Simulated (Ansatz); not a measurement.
## ZrS2: geometry relaxation (part 1 of 2)

The run: geometry relaxation of ZrS2 (slab, 6 atoms in the cell). Method and program: DFT PBE+D3(BJ), scalar-relativistic, plane waves, PAW, no spin polarisation (Ansatz 0.2.0).

The structure derives from an entry of the Crystallography Open Database. The input holds or restrains some coordinates. Forces given for the steps count only the free coordinates. It belongs to a series of runs on one base structure; here: bilayer, upper layer shifted by (0.333, 0.667). Figures and captions count atoms from 1; the log counts them from 0 in places.

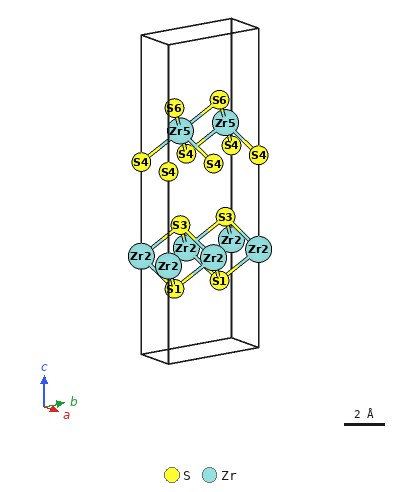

*The input geometry (ball-and-stick view of the 1 × 2 repeat of the cell, with the vacuum cut short, seen slightly off an axis; atoms are numbered from 1 in the order of the input). An atom can appear more than once, as a periodic image.*

## Input file
```yaml
crystal:
  lattice:
    - [3.6481572915, 0.0, 0.0]
    - [-1.8240786457, 3.1593968914, 0.0]
    - [0.0, 0.0, 44.2705330929]
  atoms:
    - { symbol: S, position: [0.6666666667, 0.3333333333, 0.3968245252] }
    - { symbol: Zr, position: [0.0, 0.0, 0.4297768421] }
    - { symbol: S, position: [0.3333333333, 0.6666666667, 0.462729159] }
    - { symbol: S, position: [0.0, 0.0, 0.537270841] }
    - { symbol: Zr, position: [0.3333333333, 0.6666666667, 0.5702231579] }
    - { symbol: S, position: [0.6666666667, 0.3333333333, 0.6031754748] }
  periodic: [true, true, false]
basis:
  ecutwfc: 420
kpoints:
  mp_grid: { grid: [12, 12, 1] }
  band_path:
    path:
      - [0, 0, 0]
      - [0.5, 0, 0]
      - [0.3333333333333, 0.3333333333333, 0]
      - [0, 0, 0]
    npoints: 8
hamiltonian:
  xc: pbe
  dispersion: d3bj
scf:
  occupations: { method: gaussian, width: 0.02 }
output:
  forces: true
  stress: true
  eigenvalues: true
  write_density: true
  write_potential: true
  elf: true
  volumetric_format: npy
relax:
  adjacent_minimum: "off"
  f_tol: 0.01
  max_steps: 50
  constraints: [{ sites: [0, 3], fix: xy }]
```

Launched with:
```bash
ansatz run input.yaml --threads 2 --pin off --max-ram 5120MiB --backend cpu --events-out ev --progress --plain --runs-dir out
```

## The program's output
```
Warning: crystal.symmetry: narrowed to the stabiliser of the relax constraints — unitary ops 12 → 6; lowered at sites 0, 2, 3, 5 (the operations that carried what is held of a site onto what its image site leaves free; the constrained walk keeps no symmetry that its constraints do not admit)
Warning: output.stress: scf.convergence.dr2_threshold = 1e-7 eV (the SCF's general default) is looser than the 6e-10 eV advised for a printed stress (1e-10 eV for each atom of the cell: 6). What an SCF threshold leaves in a stress goes as its square root, and in the free energy as the threshold itself, and one threshold admits the most on a small cell: of the crystals measured, under no hybrid functional and no lock of the moments, on runs that ended without the residual-converged pass, on stresses that held no estimate of that error, the worst erred by over 100 MPa in a component at 1e-7 eV an atom and by under 5 at 1e-10. Every solve of this run answers to scf.convergence.dr2_threshold, and the tensor of one is reported: a single SCF on the reported geometry and on this run's grids (its basis.xc_grid and basis.ecutrho_ratio typed), with scf.convergence.dr2_threshold at 6e-10 eV or tighter, prints it and tightens no other solve. Else set scf.convergence.dr2_threshold to 6e-10 eV or tighter. The threshold is an SCF's pass mark: one that does not reach it within its budget of iterations ends unconverged, or closes short of it on a stop that the run arms, and scf.convergence.dr2_threshold's page says what that costs each kind of run
Engine: ansatz 0.2.0, x86_64-unknown-linux-gnu
Pseudopotentials: kind: paw
Pseudopotential: S, paw, valence charge 6, recommended cutoff 420 eV (normal), S.paw.azcp
Pseudopotential: Zr, paw, valence charge 12, recommended cutoff 420 eV (normal), Zr.paw.azcp
Functional definition: PBE
  parameter kappa = 0.804
  parameter beta = 0.06672455060314922
  exchange = pbe_x(kappa = kappa, mu = beta*pi^2/3)
  correlation = pbe_c(beta = beta)
Crystal: 6 atoms, lattice volume = 510.261 Å³
Basis set: ecut = 420 eV, 9819 PW (Γ), exchange–correlation on 50×50×600 points (8 copies of the dense FFT grid, shifted against one another)
Bands: 30, of which v1, the nominal top of the filled ones, is band 24 counted from 1 (23 counted from 0)
Symmetry: 6 space group operations
k-points: 19 of 144 (time reversal used)
Non-local potential: S, projectors of the file, l = 0: 2, l = 1: 2, l = 2: 2
Non-local potential: Zr, projectors of the file, l = 0: 3, l = 1: 2, l = 2: 2, l = 3: 2
PAW form: soft (Blöchl's): semilocal exchange-correlation on the pseudo side does not see the compensation charge
PAW one-centre angular grid: S, 110 points (default); XC on 64 Gauss nodes
PAW one-centre angular grid: Zr, 590 points (default); XC on 64 Gauss nodes
Initial density: superposition of atomic densities (neutral atoms: chi_scale 0, normalization atom), corrected by the library's trained network
Initial wavefunctions: pseudopotential atomic-orbital guess
Functional: x = pbe(κ = 0.804, μ = 0.2195149727645171), c = pbe(β = 0.06672455060314922)
SCF iter   1: F=—  HF=-11986.978531 eV  |F-HF|=—  |Δ(HF+E_count)|=         —  Δρ=7.57e-4  dr2=1.04e-2  ethr=1.77e-3  ⟨swp⟩=12.1  Hψ=3857  notcnv=0
preconditioner: auto → Resta (q_TF=auto, 1.840 Å⁻¹)  ε∞=2.7  [insulator: Δε(μ)=0.991 eV  Ē_g=7.211 eV  σ=0.020 eV  W_gap=1.00  n_scr=24 (ndim 8)  ℏωp=9.3 eV  f_vac=0.711  D(μ)=0.00/eV (n_scr^D=0)  ε∞_Penn≈2.7  vacuum switching on, ρ_ref=3.8e-3 e/Å³]
SCF iter   2: F=—  HF=-11986.977159 eV  |F-HF|=—  |Δ(HF+E_count)|=   1.37e-3  Δρ=5.51e-4  dr2=7.04e-3  ethr=2.17e-5  ⟨swp⟩=3.9  Hψ=1526  notcnv=0  defer=37
SCF iter   3: F=—  HF=-11986.976617 eV  |F-HF|=—  |Δ(HF+E_count)|=   5.42e-4  Δρ=2.75e-4  dr2=5.45e-4  ethr=1.47e-5  ⟨swp⟩=2.1  Hψ=751  notcnv=0  defer=37
SCF iter   4: F=—  HF=-11986.977317 eV  |F-HF|=—  |Δ(HF+E_count)|=   7.00e-4  Δρ=8.16e-5  dr2=4.90e-5  ethr=1.13e-6  ⟨swp⟩=3.3  Hψ=1151  notcnv=0  defer=37
SCF iter   5: F=—  HF=-11986.977427 eV  |F-HF|=—  |Δ(HF+E_count)|=   1.11e-4  Δρ=2.76e-5  dr2=9.74e-6  ethr=1.02e-7  ⟨swp⟩=3.2  Hψ=1163  notcnv=0  defer=37
iter 6 did not close the SCF: its close was put off until two iterations running show no level that it waits for move by more than its bar (scf_convergence_deferred on its scf_iter line)
SCF iter   6: F=-11986.977425 eV  HF=-11986.977425 eV  |F-HF|=4.16e-8  |Δ(HF+E_count)|=   2.20e-6  Δρ=1.21e-5  dr2=1.73e-6  ethr=5.21e-9  ⟨swp⟩=24.3  Hψ=7169  notcnv=0
SCF iter   7: F=-11986.977426 eV  HF=-11986.977425 eV  |F-HF|=5.18e-7  |Δ(HF+E_count)|=   1.90e-7  Δρ=5.05e-6  dr2=1.33e-7  ethr=3.60e-9  ⟨swp⟩=12.4  Hψ=5627  notcnv=0
SCF 1 converged in 7 iterations: F = -11986.977426 eV  dr2 = 1.33e-7
  greatest PAW one-centre occupation: 0.995 electrons in one spin orbital (limit 2), on the Zr atom at site 1 (counted from 0), in its partial waves of l = 0
relax step   1: F+E_penalty+E_count = -11986.97742578 eV  Δ(F+E_penalty+E_count) = +0.000e0 eV  max|allowed force component| = 4.584e-2 eV/Å  Δτ_max = 0.0000 Å  (7 SCF iters, dr2 threshold 2.50e-6 eV, accepted)
Initial density: handed on by an earlier stage of this run
Initial wavefunctions: those handed on with the density
iter 1 solved again at ethr=8.47e-4 eV; its pass at ethr=3.10e-3 eV (dr2=4.07e-1 eV) is discarded
SCF iter   1: F=—  HF=-11987.035818 eV  |F-HF|=—  |Δ(HF+E_count)|=         —  Δρ=8.03e-3  dr2=4.10e-1  ethr=8.47e-4  ⟨swp⟩=1.2  Hψ=3257  notcnv=0  defer=6
preconditioner: auto → Resta (q_TF=auto, 1.840 Å⁻¹)  ε∞=2.7  [insulator: Δε(μ)=0.935 eV  Ē_g=7.237 eV  σ=0.020 eV  W_gap=1.00  n_scr=24 (ndim 8)  ℏωp=9.3 eV  f_vac=0.722  D(μ)=0.00/eV (n_scr^D=0)  ε∞_Penn≈2.7  vacuum switching on, ρ_ref=3.8e-3 e/Å³]
SCF iter   2: F=—  HF=-11987.019422 eV  |F-HF|=—  |Δ(HF+E_count)|=   1.64e-2  Δρ=3.92e-3  dr2=2.87e-1  ethr=8.47e-4  ⟨swp⟩=3.2  Hψ=1001  notcnv=0  defer=6
SCF iter   3: F=—  HF=-11986.995138 eV  |F-HF|=—  |Δ(HF+E_count)|=   2.43e-2  Δρ=3.04e-3  dr2=5.81e-2  ethr=5.97e-4  ⟨swp⟩=2.7  Hψ=970  notcnv=0  defer=25
SCF iter   4: F=—  HF=-11986.994185 eV  |F-HF|=—  |Δ(HF+E_count)|=   9.53e-4  Δρ=1.30e-3  dr2=1.33e-2  ethr=1.21e-4  ⟨swp⟩=2.5  Hψ=911  notcnv=0  defer=36
SCF iter   5: F=—  HF=-11986.994032 eV  |F-HF|=—  |Δ(HF+E_count)|=   1.53e-4  Δρ=2.60e-4  dr2=3.65e-4  ethr=2.77e-5  ⟨swp⟩=3.2  Hψ=1122  notcnv=0  defer=36
SCF iter   6: F=—  HF=-11986.994055 eV  |F-HF|=—  |Δ(HF+E_count)|=   2.37e-5  Δρ=7.36e-5  dr2=4.27e-5  ethr=7.60e-7  ⟨swp⟩=3.1  Hψ=1097  notcnv=0  defer=36
SCF iter   7: F=—  HF=-11986.994038 eV  |F-HF|=—  |Δ(HF+E_count)|=   1.70e-5  Δρ=2.46e-5  dr2=2.01e-6  ethr=8.89e-8  ⟨swp⟩=3.3  Hψ=1226  notcnv=0  defer=36
SCF iter   8: F=—  HF=-11986.994039 eV  |F-HF|=—  |Δ(HF+E_count)|=   1.08e-6  Δρ=5.72e-6  dr2=1.57e-7  ethr=4.20e-9  ⟨swp⟩=3.4  Hψ=1228  notcnv=0  defer=36
SCF iter   9: F=-11986.994040 eV  HF=-11986.994040 eV  |F-HF|=1.02e-8  |Δ(HF+E_count)|=   1.50e-7  Δρ=1.50e-6  dr2=2.69e-8  ethr=2.74e-10  ⟨swp⟩=22.7  Hψ=6237  notcnv=0
SCF 2 converged in 9 iterations: F = -11986.994040 eV  dr2 = 2.69e-8
  greatest PAW one-centre occupation: 0.995 electrons in one spin orbital (limit 2), on the Zr atom at site 4 (counted from 0), in its partial waves of l = 0
relax step   2: F+E_penalty+E_count = -11986.99403957 eV  Δ(F+E_penalty+E_count) = -1.661e-2 eV  max|allowed force component| = 9.632e-2 eV/Å  Δτ_max = 0.1930 Å  (9 SCF iters, dr2 threshold 1.31e-7 eV, accepted)
SCF iter   1: F=—  HF=-11986.994834 eV  |F-HF|=—  |Δ(HF+E_count)|=         —  Δρ=5.22e-4  dr2=3.95e-3  ethr=4.36e-5  ⟨swp⟩=3.8  Hψ=1390  notcnv=0  defer=37
preconditioner: auto → Resta (q_TF=auto, 1.840 Å⁻¹)  ε∞=2.7  [insulator: Δε(μ)=0.949 eV  Ē_g=7.234 eV  σ=0.020 eV  W_gap=1.00  n_scr=24 (ndim 8)  ℏωp=9.3 eV  f_vac=0.719  D(μ)=0.00/eV (n_scr^D=0)  ε∞_Penn≈2.7  vacuum switching on, ρ_ref=3.8e-3 e/Å³]
SCF iter   2: F=—  HF=-11986.994184 eV  |F-HF|=—  |Δ(HF+E_count)|=   6.50e-4  Δρ=2.59e-4  dr2=8.64e-4  ethr=8.23e-6  ⟨swp⟩=3.1  Hψ=1245  notcnv=0  defer=37
SCF iter   3: F=—  HF=-11986.994066 eV  |F-HF|=—  |Δ(HF+E_count)|=   1.18e-4  Δρ=1.47e-4  dr2=1.51e-4  ethr=1.80e-6  ⟨swp⟩=2.6  Hψ=899  notcnv=0  defer=37
SCF iter   4: F=—  HF=-11986.994053 eV  |F-HF|=—  |Δ(HF+E_count)|=   1.26e-5  Δρ=6.94e-5  dr2=1.04e-4  ethr=3.14e-7  ⟨swp⟩=2.7  Hψ=973  notcnv=0  defer=37
SCF iter   5: F=—  HF=-11986.994042 eV  |F-HF|=—  |Δ(HF+E_count)|=   1.09e-5  Δρ=2.25e-5  dr2=2.08e-6  ethr=2.17e-7  ⟨swp⟩=2.5  Hψ=822  notcnv=0  defer=37
SCF iter   6: F=-11986.994044 eV  HF=-11986.994044 eV  |F-HF|=1.13e-7  |Δ(HF+E_count)|=   1.30e-6  Δρ=7.23e-6  dr2=2.96e-7  ethr=1.21e-9  ⟨swp⟩=23.6  Hψ=6985  notcnv=0
SCF 3 converged in 6 iterations: F = -11986.994044 eV  dr2 = 2.96e-7
relax step   3: F+E_penalty+E_count = -11986.99404359 eV  Δ(F+E_penalty+E_count) = -4.019e-6 eV  max|allowed force component| = 9.679e-2 eV/Å  Δτ_max = 0.0216 Å  (6 SCF iters, dr2 threshold 5.80e-7 eV, accepted)
SCF iter   1: F=—  HF=-11986.997371 eV  |F-HF|=—  |Δ(HF+E_count)|=         —  Δρ=1.33e-3  dr2=1.25e-2  ethr=4.18e-4  ⟨swp⟩=3.2  Hψ=1301  notcnv=0  defer=37
preconditioner: auto → Resta (q_TF=auto, 1.840 Å⁻¹)  ε∞=2.7  [insulator: Δε(μ)=0.951 eV  Ē_g=7.236 eV  σ=0.020 eV  W_gap=1.00  n_scr=24 (ndim 8)  ℏωp=9.3 eV  f_vac=0.717  D(μ)=0.00/eV (n_scr^D=0)  ε∞_Penn≈2.7  vacuum switching on, ρ_ref=3.8e-3 e/Å³]
SCF iter   2: F=—  HF=-11986.996337 eV  |F-HF|=—  |Δ(HF+E_count)|=   1.03e-3  Δρ=6.43e-4  dr2=7.87e-3  ethr=2.61e-5  ⟨swp⟩=3.7  Hψ=1400  notcnv=0  defer=37
SCF iter   3: F=—  HF=-11986.995674 eV  |F-HF|=—  |Δ(HF+E_count)|=   6.62e-4  Δρ=4.96e-4  dr2=1.41e-3  ethr=1.64e-5  ⟨swp⟩=2.1  Hψ=778  notcnv=0  defer=37
SCF iter   4: F=—  HF=-11986.995667 eV  |F-HF|=—  |Δ(HF+E_count)|=   7.02e-6  Δρ=2.01e-4  dr2=3.06e-4  ethr=2.94e-6  ⟨swp⟩=3.2  Hψ=1031  notcnv=0  defer=37
SCF iter   5: F=—  HF=-11986.995640 eV  |F-HF|=—  |Δ(HF+E_count)|=   2.69e-5  Δρ=6.07e-5  dr2=1.47e-5  ethr=6.37e-7  ⟨swp⟩=2.7  Hψ=991  notcnv=0  defer=37
SCF iter   6: F=-11986.995643 eV  HF=-11986.995644 eV  |F-HF|=1.08e-6  |Δ(HF+E_count)|=   3.21e-6  Δρ=1.43e-5  dr2=1.56e-6  ethr=1.95e-8  ⟨swp⟩=24.8  Hψ=7516  notcnv=0
SCF 4 converged in 6 iterations: F = -11986.995643 eV  dr2 = 1.56e-6
  Residual-converged pass: ⟨swp⟩=1.1  Hψ=647  notcnv=0  max |occ|·‖R‖ = 7.1e-9 eV (tolerance 1.0e-8 eV)  dr2=1.56e-6  dr2_onsite=5.88e-8  max |Δocc| = 4.3e-252
relax step   4: F+E_penalty+E_count = -11986.99564257 eV  Δ(F+E_penalty+E_count) = -1.599e-3 eV  max|allowed force component| = 7.349e-3 eV/Å  Δτ_max = 0.0388 Å  (6 SCF iters, dr2 threshold 9.37e-6 eV, accepted)
iter 1 solved again at ethr=3.24e-9 eV; its pass at ethr=3.10e-3 eV (dr2=1.55e-6 eV) is discarded
SCF iter   1: F=—  HF=-11986.995546 eV  |F-HF|=—  |Δ(HF+E_count)|=         —  Δρ=1.43e-5  dr2=1.55e-6  ethr=3.24e-9  ⟨swp⟩=1.0  Hψ=1596  notcnv=0
preconditioner: auto → Resta (q_TF=auto, 1.840 Å⁻¹)  ε∞=2.7  [insulator: Δε(μ)=0.943 eV  Ē_g=7.226 eV  σ=0.020 eV  W_gap=1.00  n_scr=24 (ndim 8)  ℏωp=9.3 eV  f_vac=0.718  D(μ)=0.00/eV (n_scr^D=0)  ε∞_Penn≈2.7  vacuum switching on, ρ_ref=3.8e-3 e/Å³]
SCF iter   2: F=—  HF=-11986.995643 eV  |F-HF|=—  |Δ(HF+E_count)|=   9.73e-5  Δρ=7.02e-6  dr2=6.27e-7  ethr=3.24e-9  ⟨swp⟩=2.0  Hψ=951  notcnv=0
SCF iter   3: F=—  HF=-11986.995643 eV  |F-HF|=—  |Δ(HF+E_count)|=   6.41e-9  Δρ=3.62e-6  dr2=3.25e-7  ethr=1.31e-9  ⟨swp⟩=3.1  Hψ=947  notcnv=0
SCF iter   4: F=-11986.995643 eV  HF=-11986.995643 eV  |F-HF|=5.50e-9  |Δ(HF+E_count)|=   9.21e-9  Δρ=1.57e-6  dr2=1.37e-8  ethr=2.08e-10  ⟨swp⟩=13.3  Hψ=5985  notcnv=0
SCF 5 converged in 4 iterations: F = -11986.995643 eV  dr2 = 1.37e-8
relax step   5: F+E_penalty+E_count = -11986.99564344 eV  Δ(F+E_penalty+E_count) = -8.714e-7 eV  max|allowed force component| = 7.618e-3 eV/Å  Δτ_max = 0.0000 Å  (4 SCF iters, accepted)
SCF iter   1: F=—  HF=-11986.995907 eV  |F-HF|=—  |Δ(HF+E_count)|=         —  Δρ=4.92e-4  dr2=1.47e-3  ethr=3.58e-5  ⟨swp⟩=3.5  Hψ=1358  notcnv=0  defer=37
preconditioner: auto → Resta (q_TF=auto, 1.840 Å⁻¹)  ε∞=2.7  [insulator: Δε(μ)=0.939 eV  Ē_g=7.227 eV  σ=0.020 eV  W_gap=1.00  n_scr=24 (ndim 8)  ℏωp=9.3 eV  f_vac=0.718  D(μ)=0.00/eV (n_scr^D=0)  ε∞_Penn≈2.7  vacuum switching on, ρ_ref=3.8e-3 e/Å³]
SCF iter   2: F=—  HF=-11986.995787 eV  |F-HF|=—  |Δ(HF+E_count)|=   1.21e-4  Δρ=2.36e-4  dr2=9.69e-4  ethr=3.06e-6  ⟨swp⟩=3.4  Hψ=1212  notcnv=0  defer=37
SCF iter   3: F=—  HF=-11986.995711 eV  |F-HF|=—  |Δ(HF+E_count)|=   7.57e-5  Δρ=1.86e-4  dr2=2.27e-4  ethr=2.02e-6  ⟨swp⟩=2.3  Hψ=750  notcnv=0  defer=37
SCF iter   4: F=—  HF=-11986.995701 eV  |F-HF|=—  |Δ(HF+E_count)|=   1.00e-5  Δρ=8.19e-5  dr2=4.53e-5  ethr=4.72e-7  ⟨swp⟩=2.4  Hψ=913  notcnv=0  defer=37
SCF iter   5: F=—  HF=-11986.995753 eV  |F-HF|=—  |Δ(HF+E_count)|=   5.23e-5  Δρ=2.02e-5  dr2=2.92e-6  ethr=9.43e-8  ⟨swp⟩=3.0  Hψ=1049  notcnv=0  defer=37
SCF iter   6: F=-11986.995753 eV  HF=-11986.995753 eV  |F-HF|=2.37e-8  |Δ(HF+E_count)|=   2.74e-8  Δρ=4.42e-6  dr2=7.78e-8  ethr=2.08e-10  ⟨swp⟩=20.2  Hψ=6948  notcnv=0
SCF 6 converged in 6 iterations: F = -11986.995753 eV  dr2 = 7.78e-8
relax step   6: F+E_penalty+E_count = -11986.99575320 eV  Δ(F+E_penalty+E_count) = -1.098e-4 eV  max|allowed force component| = 2.825e-3 eV/Å  Δτ_max = 0.0119 Å  (6 SCF iters, accepted)
```

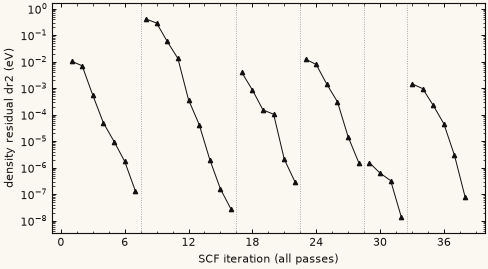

*Convergence of the self-consistent field: density residual dr2 against the SCF iteration. The dotted lines part the SCF passes of the relaxation: geometry steps, rejected trials and re-solves on a re-selected basis.*

The 6 passes take 4 to 9 iterations each, 38 in all.

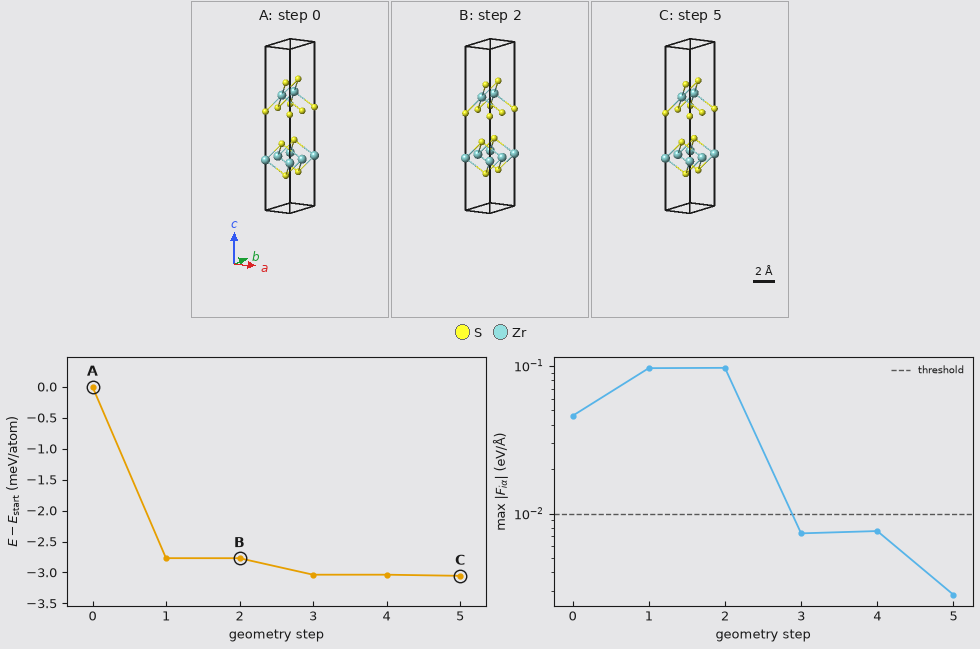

*Frames of the restrained relaxation (ball-and-stick view of the 1 × 2 repeat of the cell, with the vacuum cut short, seen slightly off an axis) above the curves, on which the letters mark them (the first geometry is step 0 here and step 1 in the log).*
